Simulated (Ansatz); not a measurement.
**Mending a single-point calculation on Sn**

System: Sn (slab, 17 atoms in the cell).
Method of the first run: DFT PBEsol, scalar-relativistic, plane waves, PAW, no spin polarisation (Ansatz 0.2.0).

The structure derives from an entry of the Crystallography Open Database. The run did not end well. Text and figures count atoms from 1; the logs count them from 0 in places.

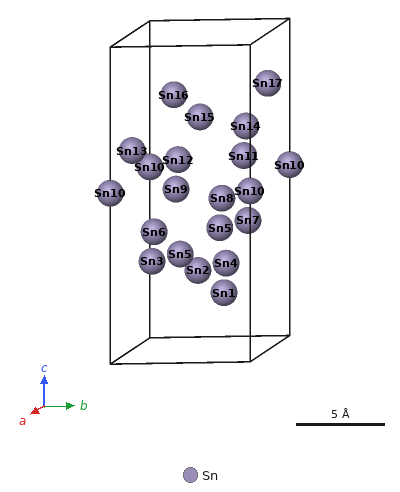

Figure 1. The input geometry (spheres-only view of the cell of the calculation, with the vacuum cut short, seen slightly off an axis; atoms are numbered from 1 in the order of the input). An atom can appear more than once, as a periodic image.

### Input file, the first run
```yaml
crystal:
  lattice:
    - [6.5415585737, 0.0, 0.0]
    - [-3.2707792869, 7.3136848248, 0.0]
    - [0.0, 0.0, 26.7018957197]
  atoms:
    - { symbol: Sn, position: [0.6, 0.7, 0.2808789338] }
    - { symbol: Sn, position: [0.2, 0.4, 0.3082690671] }
    - { symbol: Sn, position: [0.3, 0.1, 0.3356592003] }
    - { symbol: Sn, position: [0.9, 0.8, 0.3630493336] }
    - { symbol: Sn, position: [0.0, 0.5, 0.3904394669] }
    - { symbol: Sn, position: [0.6, 0.2, 0.4178296002] }
    - { symbol: Sn, position: [0.7, 0.9, 0.4452197334] }
    - { symbol: Sn, position: [0.3, 0.6, 0.4726098667] }
    - { symbol: Sn, position: [0.4, 0.3, 0.5] }
    - { symbol: Sn, position: [0.0, 0.0, 0.5273901333] }
    - { symbol: Sn, position: [0.1, 0.7, 0.5547802666] }
    - { symbol: Sn, position: [0.7, 0.4, 0.5821703998] }
    - { symbol: Sn, position: [0.8, 0.1, 0.6095605331] }
    - { symbol: Sn, position: [0.4, 0.8, 0.6369506664] }
    - { symbol: Sn, position: [0.5, 0.5, 0.6643407997] }
    - { symbol: Sn, position: [0.1, 0.2, 0.6917309329] }
    - { symbol: Sn, position: [0.2, 0.9, 0.7191210662] }
basis:
  ecutwfc: 420
kpoints:
  mp_grid: { grid: [6, 5, 1] }
hamiltonian:
  xc: pbesol
scf:
  occupations: { method: gaussian, width: 0.1 }
  max_iter: 5
output:
  forces: true
  stress: true
  eigenvalues: true
efield:
  axis: 3
  dipole_correction: true
  ramp_width: 0.04
```

Command:
```bash
ansatz run input.yaml --threads 4 --pin off --max-ram 10240MiB --backend cpu --events-out ev --progress --plain --runs-dir out
```

Hardware: 4 threads of AMD EPYC (Zen 5), 32 GiB of memory available, shared host.

### Output, shortened to warnings, some set-up lines, iterations and results (the first run)
```
Error: did not converge after 5 iterations: dr2 = 1.89e-4 (threshold 1.00e-7), under the density mixer `msr1`, which `scf.mixing.algorithm: auto` chose by the deck's other keys (type `scf.mixing.algorithm: msr1` to keep it); raise `scf.max_iter`, which need not help a stalled SCF, or adjust the mixing (`scf.mixing`) or, under a smearing, its width (`scf.occupations.width`, in either direction: …
Basis set: ecut = 420 eV, 24967 PW (Γ), exchange–correlation on 90×108×360 points (8 copies of the dense FFT grid, shifted against one another)
Symmetry: 1 space group operations
k-points: 16 of 30 (time reversal used)
Initial density: superposition of atomic densities (neutral atoms: chi_scale 0, normalization atom), corrected by the library's trained network
[...]
SCF iter   1: F=—  HF=-101139.932714 eV  |F-HF|=—  |Δ(HF+E_count)|=         —  Δρ=2.62e-3  dr2=1.61e-1  ethr=1.77e-3  p=0.000 e·Å  D=4.03e-13 V/Å  ΔV_dip=-0.00 eV  …
SCF iter   2: F=—  HF=-101139.912892 eV  |F-HF|=—  |Δ(HF+E_count)|=   1.98e-2  Δρ=1.34e-3  dr2=4.04e-2  ethr=6.77e-5  p=0.000 e·Å  D=5.40e-5 V/Å  ΔV_dip=-0.00 eV  …
SCF iter   3: F=—  HF=-101139.906363 eV  |F-HF|=—  |Δ(HF+E_count)|=   6.53e-3  Δρ=5.81e-4  dr2=1.07e-2  ethr=1.70e-5  p=0.000 e·Å  D=6.93e-5 V/Å  ΔV_dip=-0.00 eV  …
SCF iter   4: F=—  HF=-101139.904545 eV  |F-HF|=—  |Δ(HF+E_count)|=   1.82e-3  Δρ=2.45e-4  dr2=2.02e-3  ethr=4.49e-6  p=0.000 e·Å  D=6.71e-5 V/Å  ΔV_dip=-0.00 eV  …
SCF iter   5: F=—  HF=-101139.904269 eV  |F-HF|=—  |Δ(HF+E_count)|=   2.76e-4  Δρ=7.50e-5  dr2=1.89e-4  ethr=8.51e-7  p=0.001 e·Å  D=7.09e-5 V/Å  ΔV_dip=-0.00 eV  …
Error: did not converge after 5 iterations: dr2 = 1.89e-4 (threshold 1.00e-7), under the density mixer `msr1`, which `scf.mixing.algorithm: auto` chose by the deck's other keys (type `scf.mixing.algorithm: msr1` to keep it); raise `scf.max_iter`, which need not help a stalled SCF, or adjust the …
```

What went wrong, and how is the input to be mended?

Answer. The run did not converge: “did not converge after 5 iterations: dr2 = 1.89e-4 (threshold 1.00e-7), under the density mixer `msr1`, which `scf.mixing.algorithm: auto` chose by the deck's other keys (type `scf.mixing.algorithm: msr1` to keep it) …” Its last values are not results. Likely cause: The residual was still falling when the limit of 5 iterations cut the run off.

A run of the same system that converges differs from this input as follows (lines with − go, lines with + come):
```diff
-  max_iter: 5
```

### Output, shortened to warnings, some set-up lines, iterations and results (the second run)
```
Basis set: ecut = 420 eV, 24967 PW (Γ), exchange–correlation on 90×108×360 points (8 copies of the dense FFT grid, shifted against one another)
Symmetry: 1 space group operations
k-points: 16 of 30 (time reversal used)
Initial density: superposition of atomic densities (neutral atoms: chi_scale 0, normalization atom), corrected by the library's trained network
[...]
SCF iter   1: F=—  HF=-101139.932714 eV  |F-HF|=—  |Δ(HF+E_count)|=         —  Δρ=2.62e-3  dr2=1.61e-1  ethr=1.77e-3  p=0.000 e·Å  D=4.03e-13 V/Å  ΔV_dip=-0.00 eV  …
SCF iter   2: F=—  HF=-101139.912892 eV  |F-HF|=—  |Δ(HF+E_count)|=   1.98e-2  Δρ=1.34e-3  dr2=4.04e-2  ethr=6.77e-5  p=0.000 e·Å  D=5.40e-5 V/Å  ΔV_dip=-0.00 eV  …
SCF iter   3: F=—  HF=-101139.906537 eV  |F-HF|=—  |Δ(HF+E_count)|=   6.35e-3  Δρ=5.80e-4  dr2=1.06e-2  ethr=1.70e-5  p=0.000 e·Å  D=6.93e-5 V/Å  ΔV_dip=-0.00 eV  …
SCF iter   4: F=—  HF=-101139.904716 eV  |F-HF|=—  |Δ(HF+E_count)|=   1.82e-3  Δρ=2.43e-4  dr2=2.04e-3  ethr=4.43e-6  p=0.000 e·Å  D=6.69e-5 V/Å  ΔV_dip=-0.00 eV  …
SCF iter   5: F=—  HF=-101139.904444 eV  |F-HF|=—  |Δ(HF+E_count)|=   2.72e-4  Δρ=7.37e-5  dr2=1.87e-4  ethr=8.56e-7  p=0.000 e·Å  D=7.08e-5 V/Å  ΔV_dip=-0.00 eV  …
SCF iter   6: F=—  HF=-101139.904426 eV  |F-HF|=—  |Δ(HF+E_count)|=   1.80e-5  Δρ=2.18e-5  dr2=1.74e-5  ethr=7.87e-8  p=0.001 e·Å  D=7.19e-5 V/Å  ΔV_dip=-0.00 eV  …
SCF iter   7: F=—  HF=-101139.904248 eV  |F-HF|=—  |Δ(HF+E_count)|=   1.78e-4  Δρ=7.13e-6  dr2=1.62e-6  ethr=7.31e-9  p=0.001 e·Å  D=7.29e-5 V/Å  ΔV_dip=-0.00 eV  …
SCF iter   8: F=—  HF=-101139.904248 eV  |F-HF|=—  |Δ(HF+E_count)|=   2.63e-9  Δρ=2.73e-6  dr2=2.49e-7  ethr=6.82e-10  p=0.001 e·Å  D=7.34e-5 V/Å  ΔV_dip=-0.00 eV  …
SCF iter   9: F=-101139.904248 eV  HF=-101139.904248 eV  |F-HF|=8.29e-10  |Δ(HF+E_count)|=   4.15e-8  Δρ=8.85e-7  dr2=3.14e-8  ethr=4.20e-11  p=0.001 e·Å  D=7.37e-5 V/Å  …
SCF 1 converged in 9 iterations: F = -101139.904248 eV  dr2 = 3.14e-8
SCF converged after 9 iterations
Free energy (F): -101139.904248 eV
Harris-Foulkes:  -101139.904248 eV  (|F-HF|=8.29e-10)
Internal energy: -101139.837194 eV  (E = F + TS)
E sigma→0 (E₀):  -101139.870721 eV
Entropy (-TS):   -0.067054 eV (-3.944 meV/atom)
Fermi energy:    0.934699 eV
Dipole field:    D = 0.000079 V/Å  (p = 0.000558 e·Å, saw-weighted, corrected)
Work function:   Φ+ = 4.4930 eV   Φ− = 4.4951 eV
Levels:          The Fermi level and band energies are counted from a zero that moves with the ramp; work functions are not
--- Per-component energies (eV) ---
  E_band       = -3661.726211
  E_kinetic    = 3176.594032
  E_local      = -155976.444808  (includes V_loc(G=0)·N_el)
  E_nonlocal   = -517.477663
  E_hartree    = 78664.079361
  E_xc         = -6434.917291
  E_vxc        = -1631.857277  (∫ρ·V_xc dr)
  E_paw        = -69112.638073  (= ΣΔE_a)
  E_vpaw       = -6040.688371  (= ΣTr[D̂ρ^β])
  E_aug_tail   = -0.000007  (compensation charges beyond the density's cutoff)
  E_efield     = 0.000000  (sawtooth field / dipole correction)
  E_vefield    = 0.000000  (∫n·V_field dr)
  E_ewald      = 49056.124980
  E_core_change = 4.842276  (= ΣΔE_core)
  E_smearing   = -0.067054  (= −TS)
  E_closure    = 0.000000  (closes the sum)
  Σ components = -101139.904248   (vs F -101139.904248, Δ=0.00e0)
--- Forces (eV/Å), atoms counted from 1 ---
  atom   1  Sn    -0.20111022     0.27456682    -0.29450618
  atom   2  Sn     0.19646485     0.04381005     0.31576802
  atom   3  Sn     0.19491176    -0.17984658    -0.17273944
  atom   4  Sn    -0.11336430    -0.14627155     0.07817015
  atom   5  Sn    -0.05332745    -0.08671761    -0.06385377
  atom   6  Sn    -0.07564845     0.06917300    -0.02291906
  atom   7  Sn    -0.00992869     0.02001012     0.02563674
  atom   8  Sn     0.12234111    -0.04749932     0.01857141
  atom   9  Sn    -0.11368620    -0.00073408    -0.00311471
  atom  10  Sn     0.11570341     0.05104812    -0.01207873
  atom  11  Sn    -0.00689774    -0.02214872    -0.02981807
  atom  12  Sn    -0.07815298    -0.06815393     0.02707423
  atom  13  Sn    -0.04673523     0.08384065     0.05809707
  atom  14  Sn    -0.11400402     0.14821835    -0.07559420
  atom  15  Sn     0.19599843     0.17613021     0.16930579
  atom  16  Sn     0.19061083    -0.03839212    -0.30796229
  atom  17  Sn    -0.20320011    -0.27703404     0.28996039
  max |Σ_I F_I| component: 2.50e-5 eV/Å
--- Stress (GPa, compression-positive) ---
       -0.249572      -0.002545      -0.003310
       -0.002545      -0.245228      -0.100484
       -0.003310      -0.100484       0.191530
  P = ⅓ Tr σ = -0.1011 GPa (-1.011 kbar)
```

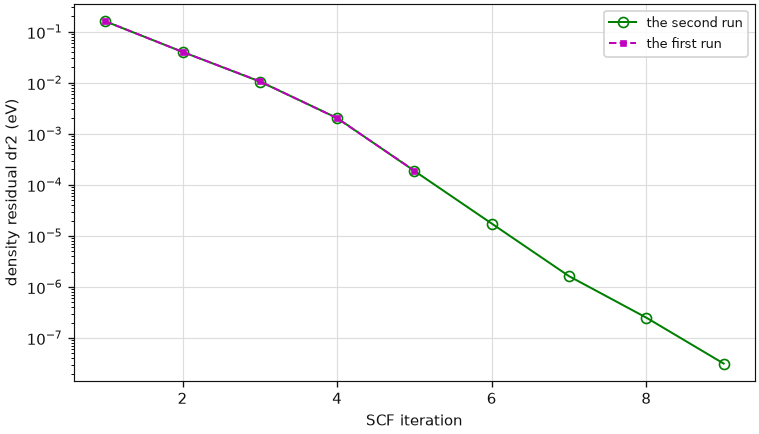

Figure 2. Convergence of the two runs: density residual dr2 against the SCF iteration. The second run takes 9 iterations in all, and the first run stops after 5.

### The two runs side by side

| quantity | the first run | the second run |
| --- | --- | --- |
| outcome | not converged | converged |
| free energy per atom (eV) | – | −5949.4061 |
| gap on the mesh (eV) | – | 0.00 |
| work function (eV) | – | 4.49 |
| largest force (eV/Å) | – | 0.450 |
| SCF iterations | – | 9 |
| irreducible k-points | – | 16 |
| plane waves at Γ | – | 24967 |
| wall time (shared host) | 24 s | 25 s |
